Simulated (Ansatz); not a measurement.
**Single-point calculation, with input and output: HfN**

The run: single-point calculation of HfN (2 atoms in the cell). Method and program: DFT PBEsol, scalar-relativistic, plane waves, PAW, no spin polarisation (Ansatz 0.2.0).

The structure derives from an entry of the Crystallography Open Database. It belongs to a series of runs on one base structure; here: atom 2 (N) moved by (-0.600, -0.600) A along [1 1 0] and z. Figures and captions count atoms from 1; the log counts them from 0 in places.

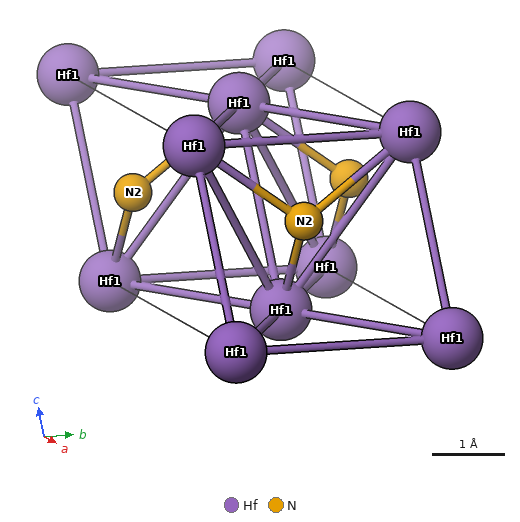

*The structure as given in the input (ball-and-stick view of the cell 2 times as large as that of the calculation, set on its symmetry axes, seen slightly off an axis; atoms are numbered from 1 in the order of the input). An atom can appear more than once, as a periodic image.*

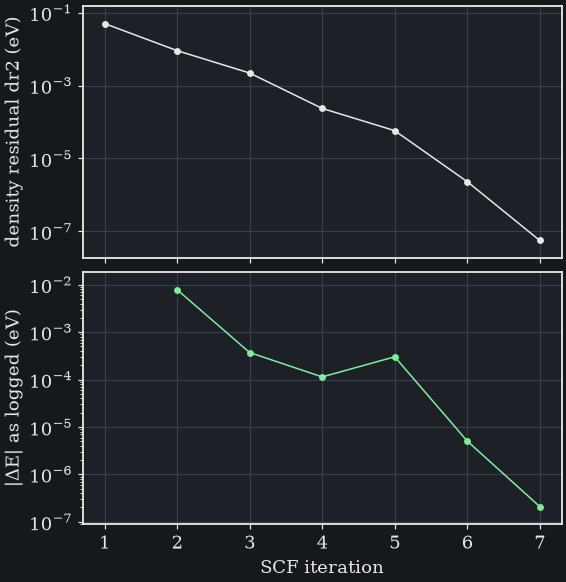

*Convergence of the self-consistent field: density residual dr2 and size of the energy change against the SCF iteration.*

The residual falls at every step.

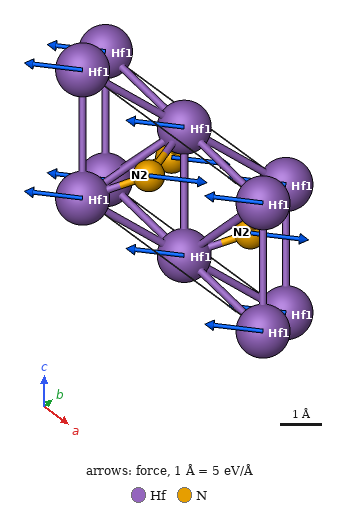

*Forces on the atoms as blue arrows (ball-and-stick view of the cell 2 times as large as that of the calculation, set on its symmetry axes, seen slightly off an axis; atoms are numbered from 1 in the order of the input).*

The largest act on Hf1 (7.39 eV/Å); N2 (7.39 eV/Å). The geometry is not a stationary point of this energy.

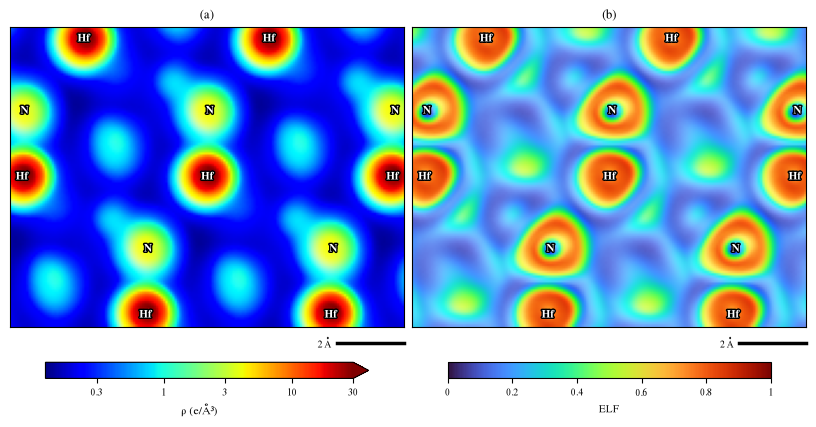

*(a) valence electron density; (b) electron localisation function on the (011) plane of the conventional cell.*

Hf–N (1.97 Å): ρ at the midpoint is about 1.1 e/Å³, with its minimum of 1 e/Å³ about 1.1 Å from Hf; the ELF peaks at about 0.80 in the valence shell of N, 0.6 Å from its nucleus, and drops to about 0.25 between the two atoms (a polar contact without a shared pair, in a metal). Away from the nuclei the density in this plane falls to 0.12 e/Å³ at its lowest. The strong features right at Hf lie inside the PAW spheres (semicore, d or f shells) and say nothing about bonding. The fields are those of the smooth PAW valence density.

The input that produced these results follows, with the program's output.

Input
```yaml
crystal:
  lattice:
    - [0.0, 2.2507757579, 2.2507757579]
    - [2.2507757579, 0.0, 2.2507757579]
    - [2.2507757579, 2.2507757579, 0.0]
  atoms:
    - { symbol: Hf, position: [0.0, 0.0, 0.0] }
    - { symbol: "N", position: [0.3667126217, 0.3667126217, 0.4447905602] }
basis:
  ecutwfc: 420
kpoints:
  mp_grid: { grid: [22, 22, 22] }
hamiltonian:
  xc: pbesol
scf:
  occupations: { method: gaussian, width: 0.15 }
output:
  forces: true
  stress: true
  eigenvalues: true
  write_density: true
  write_potential: true
  elf: true
  volumetric_format: npy
```

Command:
```bash
ansatz run input.yaml --threads 2 --pin off --max-ram 5120MiB --backend cpu --events-out ev --progress --plain --runs-dir out
```

The program's output
```
Engine: ansatz 0.2.0, x86_64-unknown-linux-gnu
Pseudopotentials: kind: paw
Pseudopotential: Hf, paw, valence charge 26, recommended cutoff 420 eV (normal), Hf.paw.azcp
Pseudopotential: N, paw, valence charge 5, recommended cutoff 420 eV (normal), N.paw.azcp
Functional definition: PBEsol
  exchange = pbesol_x
  correlation = pbesol_c
Crystal: 2 atoms, lattice volume = 22.805 Å³
Basis set: ecut = 420 eV, 459 PW (Γ), exchange–correlation on 48×48×48 points (8 copies of the dense FFT grid, shifted against one another)
Bands: 20, of which v1, the nominal top of the filled ones, is band 16 counted from 1 (15 counted from 0)
Symmetry: 2 space group operations
Space group: Cm (ITA 8), of the structure as read, at distance tolerance 2.8e-5 Å
k-points: 2796 of 10648 (time reversal used)
Non-local potential: Hf, projectors of the file, l = 0: 3, l = 1: 2, l = 2: 2, l = 3: 3
Non-local potential: N, projectors of the file, l = 0: 2, l = 1: 2, l = 2: 1
PAW form: soft (Blöchl's): semilocal exchange-correlation on the pseudo side does not see the compensation charge
PAW frozen core: Hf, regenerated for the run's functional, and the local potential with it (the file was generated under x = pbe(κ = 0.804, μ = 0.2195149727645171), c = pbe(β = 0.06672455060314922))
PAW frozen core: N, regenerated for the run's functional, and the local potential with it (the file was generated under x = pbe(κ = 0.804, μ = 0.2195149727645171), c = pbe(β = 0.06672455060314922))
PAW one-centre angular grid: Hf, 590 points (default); XC on 64 Gauss nodes
PAW one-centre angular grid: N, 110 points (default); XC on 64 Gauss nodes
Initial density: superposition of atomic densities (neutral atoms: chi_scale 0, normalization atom), corrected by the library's trained network
Initial wavefunctions: pseudopotential atomic-orbital guess
Functional: x = pbesol(κ = 0.804, μ = 0.12345679012345678), c = pbesol(β = 0.046)
SCF iter   1: F=—  HF=-15977.038239 eV  |F-HF|=—  |Δ(HF+E_count)|=         —  Δρ=1.74e-2  dr2=5.07e-2  ethr=1.77e-3  ⟨swp⟩=5.0  Hψ=242357  notcnv=0
preconditioner: auto → Kerker (q_TF=auto, 2.872 Å⁻¹)  [metal: Δε(μ)=0.001 eV  Ē_g=18.865 eV  σ=0.150 eV  W_gap=0.00  n_scr=14 (ndim 8)  ℏωp=41.9 eV  f_vac=0.000  D(μ)=0.55/eV (n_scr^D=0)]
SCF iter   2: F=—  HF=-15977.030331 eV  |F-HF|=—  |Δ(HF+E_count)|=   7.91e-3  Δρ=7.37e-3  dr2=9.14e-3  ethr=1.64e-4  ⟨swp⟩=1.0  Hψ=78433  notcnv=0
SCF iter   3: F=—  HF=-15977.030704 eV  |F-HF|=—  |Δ(HF+E_count)|=   3.73e-4  Δρ=3.16e-3  dr2=2.22e-3  ethr=2.95e-5  ⟨swp⟩=1.9  Hψ=85889  notcnv=0
SCF iter   4: F=—  HF=-15977.030591 eV  |F-HF|=—  |Δ(HF+E_count)|=   1.14e-4  Δρ=1.03e-3  dr2=2.37e-4  ethr=7.17e-6  ⟨swp⟩=2.2  Hψ=91805  notcnv=0
SCF iter   5: F=—  HF=-15977.030287 eV  |F-HF|=—  |Δ(HF+E_count)|=   3.03e-4  Δρ=5.61e-4  dr2=5.81e-5  ethr=7.65e-7  ⟨swp⟩=2.1  Hψ=98811  notcnv=0
SCF iter   6: F=—  HF=-15977.030292 eV  |F-HF|=—  |Δ(HF+E_count)|=   5.05e-6  Δρ=1.17e-4  dr2=2.31e-6  ethr=1.87e-7  ⟨swp⟩=2.1  Hψ=86839  notcnv=0  defer=1
SCF iter   7: F=-15977.030292 eV  HF=-15977.030292 eV  |F-HF|=1.20e-8  |Δ(HF+E_count)|=   2.09e-7  Δρ=1.83e-5  dr2=5.61e-8  ethr=3.23e-10  ⟨swp⟩=9.2  Hψ=435927  notcnv=0
SCF 1 converged in 7 iterations: F = -15977.030292 eV  dr2 = 5.61e-8
  Residual-converged pass: ⟨swp⟩=1.0  Hψ=67133  notcnv=0  max |occ|·‖R‖ = 7.1e-9 eV (tolerance 1.0e-8 eV)  dr2=5.61e-8  dr2_onsite=9.85e-9  max |Δocc| = 1.3e-11
  greatest PAW one-centre occupation: 0.998 electrons in one spin orbital (limit 2), on the Hf atom at site 0 (counted from 0), in its partial waves of l = 3
SCF converged after 7 iterations
Free energy (F): -15977.030292 eV
Harris-Foulkes:  -15977.030292 eV  (|F-HF|=1.20e-8)
Internal energy: -15977.024190 eV  (E = F + TS)
E sigma→0 (E₀):  -15977.027241 eV
Entropy (-TS):   -0.006103 eV (-3.051 meV/atom)
Fermi energy:    24.009845 eV
--- Per-component energies (eV) ---
  E_band       = 191.322534
  E_kinetic    = 575.118002
  E_local      = -4900.716034  (includes V_loc(G=0)·N_el)
  E_nonlocal   = -1188.038976
  E_hartree    = 2332.841562
  E_xc         = -363.325006
  E_vxc        = -349.995153  (∫ρ·V_xc dr)
  E_paw        = -6935.285577  (= ΣΔE_a)
  E_vpaw       = 1389.275472  (= ΣTr[D̂ρ^β])
  E_aug_tail   = 0.000097  (compensation charges beyond the density's cutoff)
  E_ewald      = -5498.897449
  E_core_change = 1.279190  (= ΣΔE_core)
  E_smearing   = -0.006103  (= −TS)
  E_closure    = -0.000000  (closes the sum)
  Σ components = -15977.030292   (vs F -15977.030292, Δ=0.00e0)
--- Forces (eV/Å), atoms counted from 1 ---
  atom   1  Hf    -0.48765346    -0.48765346    -7.36103074
  atom   2  N      0.48739721     0.48739721     7.36081699
  max |Σ_I F_I| component: 2.56e-4 eV/Å
--- Stress (GPa, compression-positive) ---
       52.282383      -6.325851     -26.275555
       -6.325851      52.282383     -26.275555
      -26.275551     -26.275551     114.661903
  P = ⅓ Tr σ = 73.0756 GPa (730.756 kbar)
--- Band table (eV; the first three rows and the last of 2796) ---
  k-point 0: bands = ["-38.3067", "-7.2373", "-6.8630", "-6.7837", "6.1209", "11.8077", "11.8309", "11.8318", "11.9319", "11.9411", "11.9676", "11.9910", "17.1935", "17.8161", "18.8132", "23.4345", "24.4511", "25.1791", "28.2439", "31.2685"]
  k-point 1: bands = ["-38.3051", "-7.2633", "-6.8672", "-6.7910", "6.1838", "11.8083", "11.8313", "11.8320", "11.9298", "11.9407", "11.9701", "11.9882", "17.2382", "17.7439", "18.8352", "23.3680", "24.5626", "25.1093", "28.2636", "31.3733"]
  k-point 2: bands = ["-38.3005", "-7.3406", "-6.8793", "-6.8094", "6.3667", "11.8091", "11.8308", "11.8350", "11.9238", "11.9391", "11.9775", "11.9808", "17.3684", "17.5474", "18.8888", "23.2452", "24.7992", "24.9249", "28.3268", "31.6500"]
  k-point 2795: bands = ["-38.2416", "-7.7537", "-7.2722", "-6.9651", "7.2934", "11.8162", "11.8249", "11.8904", "11.9333", "11.9348", "11.9941", "12.1215", "16.2776", "16.4010", "16.7263", "26.3538", "28.2286", "28.6371", "31.7819", "32.4928"]
```

Key numbers

| quantity | value |
| --- | --- |
| outcome | converged |
| space group (tolerance 0.01 Å) | Cm (8) |
| electrons treated | 31 |
| free energy | −15977.0303 eV |
| Fermi energy | 24.010 eV |
| gap on the k-point mesh | none (metallic) |
| pressure | 73.08 GPa |
| largest force (length of the vector) | 7.393 eV/Å |
| hardware | 2 threads of AMD EPYC (Zen 3), 189 GiB of memory available, shared host |
| wall time | 3.2 min (CPU time 6 min) |
| peak memory | 1.5 GiB |

Remarks

Spin–orbit coupling is left out, which matters for Hf. The cell holds an odd number of electrons but the run has no spin polarisation, so a band is left half filled.
